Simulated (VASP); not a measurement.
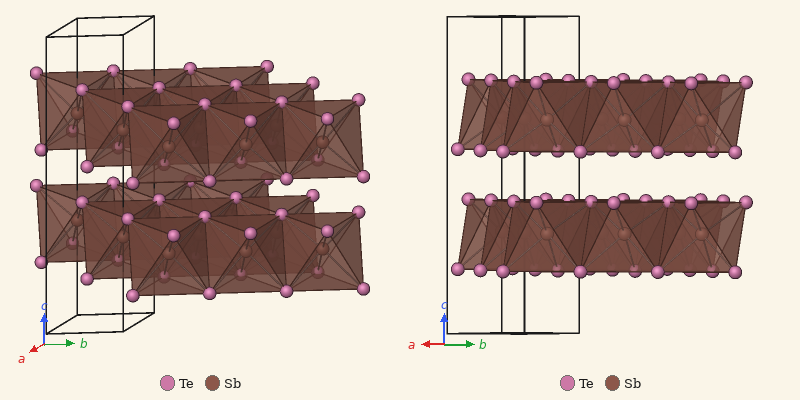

Polyhedra are drawn about Sb (bonds: Sb–Te below 3.6 Å); other atoms are plain spheres. Two views of the same piece.

The compound is Ge2Sb2Te5 (space group P-3m1, No. 164), taken as a cell listed in the Materials Project, as set up for an electronic-structure calculation.

Q: What figure surrounds each Sb atom, and what does it share with the other drawn polyhedra?

A: Sb: SbTe6 octahedron, sharing edges with six neighbours.

Q: What is the connectivity of the polyhedra: isolated, groups, chains, layers or framework?

A: They form layers of edge-sharing octahedra parallel to (001). Their corner atoms also have Ge as close neighbours (those links are not drawn).

Q: How far apart are the centres of linked polyhedra?

A: Centre to centre across a shared edge: 4.29 Å.
